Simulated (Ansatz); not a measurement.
## AlGa2N3: geometry relaxation (part 2 of 2)

Continued. System: AlGa2N3 (P3m1, 6 atoms in the cell). Method: DFT r2SCAN, scalar-relativistic, plane waves, PAW, no spin polarisation (Ansatz 0.2.0); cutoff 500 eV, 12×12×4 k-mesh, Gaussian smearing of 0.02 eV. The structure derives from a Materials Project entry. It belongs to a series of runs on one base structure; here: superlattice of 1 and 2 planes along [1 1 1].

Geometry of the input (Å; fractional positions):
```
3.1503  0.0000  0.0000
-1.5751  2.7282  0.0000
0.0000  0.0000  7.7166
Al 0.0000  0.0000  0.0000
N  0.0000  0.0000  0.2500
Ga 0.3333  0.6667  0.3333
N  0.3333  0.6667  0.5833
Ga 0.6667  0.3333  0.6667
N  0.6667  0.3333  0.9167
```

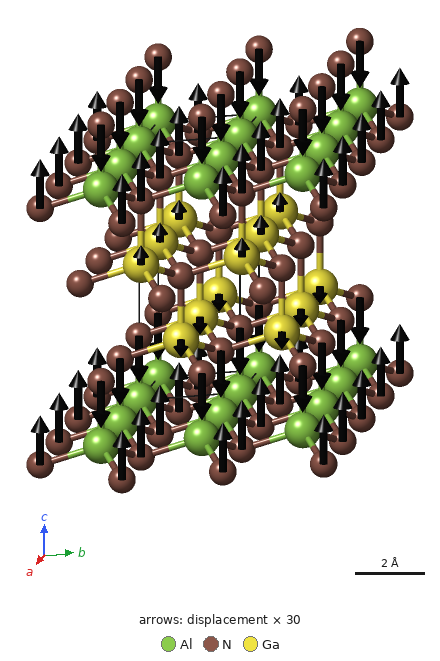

Figure 1. The starting structure with the displacements as black arrows, magnified 30 times (ball-and-stick view of the cell of the calculation, repeated 3 × 2 × 1, with bonded neighbours outside it, seen slightly off an axis). After 4 geometry steps the energy has fallen by 49.5 meV per cell of the calculation. The largest force component goes from 1.1 to 0.0017 eV/Å. The pressure goes from 0.32 to 0.00 GPa. N6 moves most relative to the cell: 0.050 Å. Largest moves by element: N 0.050 Å, Ga 0.020 Å, Al 0.002 Å. The drawn cell changes at constant volume: a = b stay at 3.150 Å, c 7.717 → 7.718 Å (0.0 %). Distances before and after: Al1–N2 1.929 → 1.885 Å, Ga5–N6 1.929 → 1.960 Å, Al1–N6 1.929 → 1.913 Å, Ga3–N4 1.929 → 1.945 Å. The space group stays P3m1 (No. 156). A last SCF at the same geometry on a re-selected plane-wave basis shifts the energy by next to nothing (0.0 meV per cell of the calculation). (Atoms are counted from 1 in the order of the input.)

```
basis re-selected at this cell: Δ(F+E_penalty+E_count) = -2.375e-5 eV, ΔP = -0.000 GPa vs the last step (what re-selecting the basis moved, of the pressure what is left beyond the Pulay correction that the steps carried, after the strain that the cell walked since its last selection, with what the two solves' SCF thresholds leave and, on support functions, any second-order correction that the steps lacked; it is no measure of the basis error at this ecutwfc). This SCF's stress stands 8.88e-3 GPa from its target on what of the cell is left free (relax.cell.stress_tol is 5.00e-2 GPa) and its largest allowed force component is 1.66e-3 eV/Å (relax.f_tol is 1.00e-2 eV/Å): within both
SCF converged after 4 iterations
Free energy (F): -9281.157117 eV
Harris-Foulkes:  -9281.157117 eV  (|F-HF|=5.46e-12)
Internal energy: -9281.157117 eV  (E = F + TS)
E sigma→0 (E₀):  -9281.157117 eV
Fermi energy:    10.146505 eV
--- Per-component energies (eV) ---
  E_band       = -29.185332
  E_kinetic    = 654.528608
  E_local      = -4891.270170  (includes V_loc(G=0)·N_el)
  E_nonlocal   = 1006.918465
  E_hartree    = 2256.256228
  E_xc         = -342.415460
  E_vxc        = -406.481798  (∫ρ·V_xc dr)
  E_paw        = -4876.680461  (= ΣΔE_a)
  E_vpaw       = -927.501830  (= ΣTr[D̂ρ^β])
  E_aug_tail   = -0.000050  (compensation charges beyond the density's cutoff)
  E_vtau       = 22.109049  (kinetic-family band-sum trace: ∫τ·v_τ [+ j·A + Jᵃ·Aᵃ] dr)
  E_ewald      = -3087.039335
  E_core_change = -1.454942  (= ΣΔE_core)
  E_smearing   = -0.000000  (= −TS)
  E_closure    = 0.000000  (closes the sum)
  Σ components = -9281.157117   (vs F -9281.157117, Δ=0.00e0)
--- Forces (eV/Å), atoms counted from 1 ---
  atom   1  Al     0.00000000     0.00000000    -0.00134412
  atom   2  N     -0.00000000    -0.00000000     0.00157124
  atom   3  Ga     0.00000000     0.00000000    -0.00165373
  atom   4  N     -0.00000000    -0.00000000     0.00116226
  atom   5  Ga     0.00000000     0.00000000    -0.00116280
  atom   6  N     -0.00000000    -0.00000000     0.00144932
  max |Σ_I F_I| component: 2.22e-5 eV/Å
--- Stress (GPa, compression-positive) ---
       -0.004873       0.000000       0.000000
        0.000000      -0.004873      -0.000000
        0.000000      -0.000000       0.008877
  P = ⅓ Tr σ = -0.0003 GPa (-0.003 kbar)
--- Band table (eV; the first three rows and the last of 69) ---
  k-point 0: bands = ["-7.8800", "-7.1381", "-6.6262", "-5.0072", "-5.0072", "-4.9219", "-4.9219", "-4.7097", "-4.6942", "-4.6942", "-4.6260", "-4.6260", "-4.2388", "3.0320", "3.7438", "7.5877", "7.5877", "8.1757", "8.1757", "8.5973", "8.7426", "8.7426", "11.5503", "14.1768", "15.0111", "18.3073", "18.7584", "20.0304"]
  k-point 1: bands = ["-7.8036", "-7.2745", "-6.5938", "-5.0072", "-5.0072", "-4.9218", "-4.9218", "-4.8194", "-4.6942", "-4.6942", "-4.6261", "-4.6261", "-4.0353", "2.2327", "4.8716", "7.5717", "7.5717", "7.9047", "8.2272", "8.2272", "8.7044", "8.7044", "12.1095", "13.8934", "15.0040", "18.3341", "18.9066", "19.9619"]
  k-point 2: bands = ["-7.6622", "-7.4667", "-6.5700", "-5.0072", "-5.0072", "-4.9218", "-4.9218", "-4.8871", "-4.6941", "-4.6941", "-4.6262", "-4.6262", "-3.8706", "1.8121", "6.0779", "6.8243", "7.5572", "7.5572", "8.2860", "8.2860", "8.6574", "8.6574", "12.8993", "13.3058", "14.9973", "18.3541", "19.1709", "19.8880"]
  k-point 68: bands = ["-6.8480", "-6.5912", "-5.8325", "-4.9078", "-4.8206", "-4.8151", "-4.7347", "-4.7024", "-4.6625", "-4.6610", "-4.1764", "-3.1647", "-3.0408", "2.6609", "2.7247", "3.4572", "4.9346", "5.0028", "5.3248", "6.3296", "6.4211", "6.4375", "15.4845", "15.6270", "15.9298", "17.1638", "17.2017", "18.7174"]
--- Relaxed structure (5 steps of the walk, 5 accepted, 1 SCFs on fresh bases) ---
  F+E_penalty+E_count = -9281.15711723 eV   max|allowed force component| = 1.657e-3 eV/Å   (the final SCF, on the basis selected at the relaxed cell)
  cell:  # Å, volume = 66.3418 Å³
    - [3.1504392091274633, -2.8868903302274908e-11, 1.9985290715473303e-34]
    - [-1.5752196045387303, 2.7283603881973737, -6.503801152202911e-33]
    - [4.895376459720196e-34, -1.8112892900964724e-32, 7.7181676089475655]
  atoms:
    - { symbol: Al, position: [-3.889162956288051e-34, -4.314002137882555e-34, -0.00026359109325361477] }
    - { symbol: N, position: [3.2477951964197236e-34, 7.922076653161306e-34, 0.2439063079886629] }
    - { symbol: Ga, position: [0.3333333333333333, 0.6666666666666665, 0.33104724810715247] }
    - { symbol: N, position: [0.3333333333333333, 0.6666666666666665, 0.5830158192090785] }
    - { symbol: Ga, position: [0.6666666666666667, 0.33333333333333337, 0.6692010428786037] }
    - { symbol: N, position: [0.6666666666666667, 0.33333333333333337, 0.9230931729097565] }
--- Löwdin populations: 6 sites ---
  site symbol       q [e]
     0     Al      1.8570
     1      N      5.8491
     2     Ga     12.1943
     3      N      5.7714
     4     Ga     12.2043
     5      N      5.9792
  spilling = 0.003291 (of n_electrons = 44.000000)
```

File populations.tsv:
```
# site	symbol	l	j	q
# orbitals = lowdin
# n_electrons = 44.000000
# spilling = 0.003291
0	Al	0_3S	-	0.552761
0	Al	1_3P	-	1.304218
1	N	0_2S	-	1.409174
1	N	1_2P	-	4.439882
2	Ga	0_4S	-	0.791158
2	Ga	1_4P	-	1.424450
2	Ga	2_3D	-	9.978646
3	N	0_2S	-	1.409424
3	N	1_2P	-	4.361994
4	Ga	0_4S	-	0.794212
4	Ga	1_4P	-	1.431415
4	Ga	2_3D	-	9.978714
5	N	0_2S	-	1.414139
5	N	1_2P	-	4.565013
```

Trajectory as extended XYZ (Å, eV, eV/Å), 6 frames, from step=1 to step=6:
```
6
Lattice="3.1503 0.0000 0.0000 -1.5751 2.7282 0.0000 0.0000 0.0000 7.7166" Properties=species:S:1:pos:R:3:forces:R:3 step=1 energy=-9281.10763 pressure_GPa=0.32
Al    0.0000    0.0000    0.0000    0.0000   0.0000  -0.0796
N     0.0000    0.0000    1.9291    0.0000   0.0000  -0.9781
Ga    0.0000    1.8188    2.5722    0.0000   0.0000   0.0433
N     0.0000    1.8188    4.5013    0.0000   0.0000  -0.0519
Ga    1.5751    0.9094    5.1444    0.0000   0.0000   0.0038
N     1.5751    0.9094    7.0735    0.0000   0.0000   1.0624
6
Lattice="3.1522 0.0000 0.0000 -1.5761 2.7299 0.0000 0.0000 0.0000 7.7144" Properties=species:S:1:pos:R:3:forces:R:3 step=2 energy=-9281.15049 pressure_GPa=-0.10
Al    0.0000    0.0000   -0.0093    0.0000   0.0000   0.2117
N     0.0000    0.0000    1.8968    0.0000   0.0000  -0.4050
Ga    0.0000    1.8199    2.5596    0.0000   0.0000   0.0048
N     0.0000    1.8199    4.4998    0.0000   0.0000   0.0387
Ga    1.5761    0.9100    5.1625    0.0000   0.0000  -0.1884
N     1.5761    0.9100    7.1052    0.0000   0.0000   0.3384
6
Lattice="3.1498 0.0000 0.0000 -1.5749 2.7278 0.0000 0.0000 0.0000 7.7213" Properties=species:S:1:pos:R:3:forces:R:3 step=3 energy=-9281.15705 pressure_GPa=-0.01
Al    0.0000    0.0000   -0.0019    0.0000   0.0000   0.0043
N     0.0000    0.0000    1.8828    0.0000   0.0000  -0.0036
Ga    0.0000    1.8186    2.5557    0.0000   0.0000   0.0119
N     0.0000    1.8186    4.5008    0.0000   0.0000   0.0187
Ga    1.5749    0.9093    5.1685    0.0000   0.0000  -0.0352
N     1.5749    0.9093    7.1275    0.0000   0.0000   0.0037
6
Lattice="3.1506 0.0000 0.0000 -1.5753 2.7285 0.0000 0.0000 0.0000 7.7174" Properties=species:S:1:pos:R:3:forces:R:3 step=4 energy=-9281.15709 pressure_GPa=-0.00
Al    0.0000    0.0000   -0.0021    0.0000   0.0000  -0.0020
N     0.0000    0.0000    1.8823    0.0000   0.0000   0.0040
Ga    0.0000    1.8190    2.5548    0.0000   0.0000  -0.0045
N     0.0000    1.8190    4.4993    0.0000   0.0000   0.0033
Ga    1.5753    0.9095    5.1645    0.0000   0.0000  -0.0024
N     1.5753    0.9095    7.1239    0.0000   0.0000   0.0017
6
Lattice="3.1504 0.0000 0.0000 -1.5752 2.7284 0.0000 0.0000 0.0000 7.7182" Properties=species:S:1:pos:R:3:forces:R:3 step=5 energy=-9281.15709 pressure_GPa=0.00
Al    0.0000    0.0000   -0.0020    0.0000   0.0000  -0.0013
N     0.0000    0.0000    1.8825    0.0000   0.0000   0.0016
Ga    0.0000    1.8189    2.5551    0.0000   0.0000  -0.0017
N     0.0000    1.8189    4.4998    0.0000   0.0000   0.0012
Ga    1.5752    0.9095    5.1650    0.0000   0.0000  -0.0012
N     1.5752    0.9095    7.1246    0.0000   0.0000   0.0014
6
Lattice="3.1504 0.0000 0.0000 -1.5752 2.7284 0.0000 0.0000 0.0000 7.7182" Properties=species:S:1:pos:R:3:forces:R:3 step=6 energy=-9281.15712 pressure_GPa=-0.00
Al    0.0000    0.0000   -0.0020    0.0000   0.0000  -0.0013
N     0.0000    0.0000    1.8825    0.0000   0.0000   0.0016
Ga    0.0000    1.8189    2.5551    0.0000   0.0000  -0.0017
N     0.0000    1.8189    4.4998    0.0000   0.0000   0.0012
Ga    1.5752    0.9095    5.1650    0.0000   0.0000  -0.0012
N     1.5752    0.9095    7.1246    0.0000   0.0000   0.0014
```

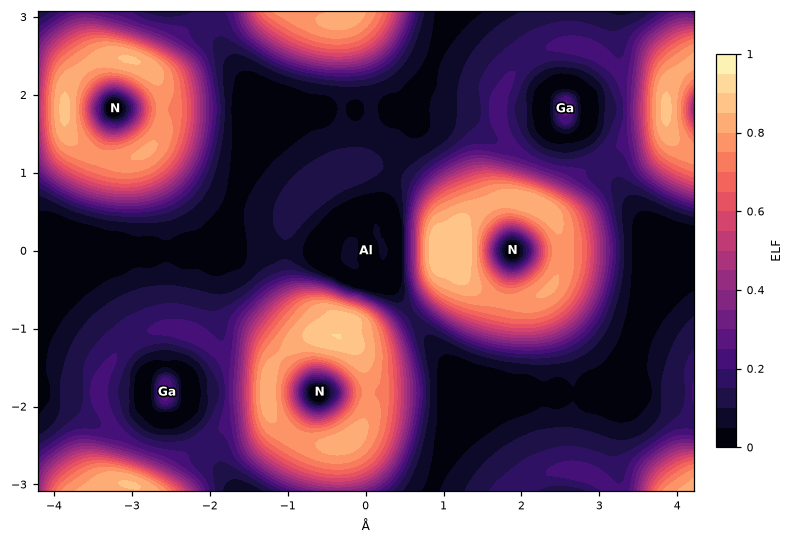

Figure 2. ELF on the (110) plane of the conventional cell. Ga–N (1.94 Å): the ELF is about 0.50 at the midpoint. Core electrons are frozen (PAW), so the fields are smoothed inside the atomic spheres.

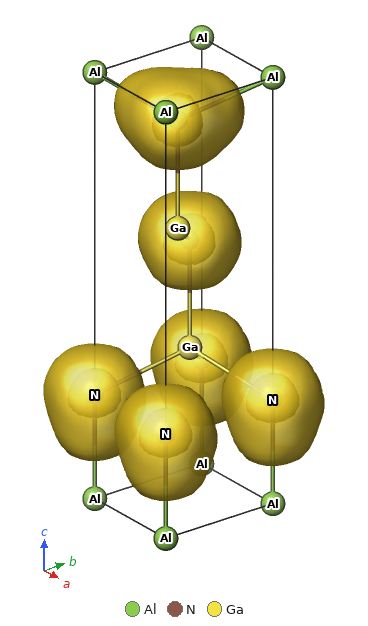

Figure 3. Isosurface of the electron localisation function at 0.7 (yellow), seen slightly off an axis. Core shells and regions of very low density are left out. Sticks mark near contacts. The outline is the cell set on symmetry axes. Ga–N (1.94 Å): the ELF is about 0.50 at the midpoint.

Summary:

```json
{"quantity": "outcome", "value": "converged"}
{"quantity": "space group (tolerance 0.01 Å)", "value": "P3m1 (156)"}
{"quantity": "electrons treated", "value": "44"}
{"quantity": "free energy", "value": "−9281.1571 eV"}
{"quantity": "Fermi energy", "value": "10.147 eV"}
{"quantity": "gap on the k-point mesh", "value": "2.81 eV"}
{"quantity": "pressure", "value": "0.00 GPa"}
{"quantity": "final volume", "value": "66.34 Å³"}
{"quantity": "largest force (length of the vector) at the end", "value": "0.002 eV/Å"}
{"quantity": "final cell", "value": "a = 3.150 Å, b = 3.150 Å, c = 7.718 Å, α = 90.00°, β = 90.00°, γ = 120.00°"}
{"quantity": "wall time", "value": "38 s (CPU time 74 s)"}
{"quantity": "peak memory", "value": "0.64 GiB"}
```
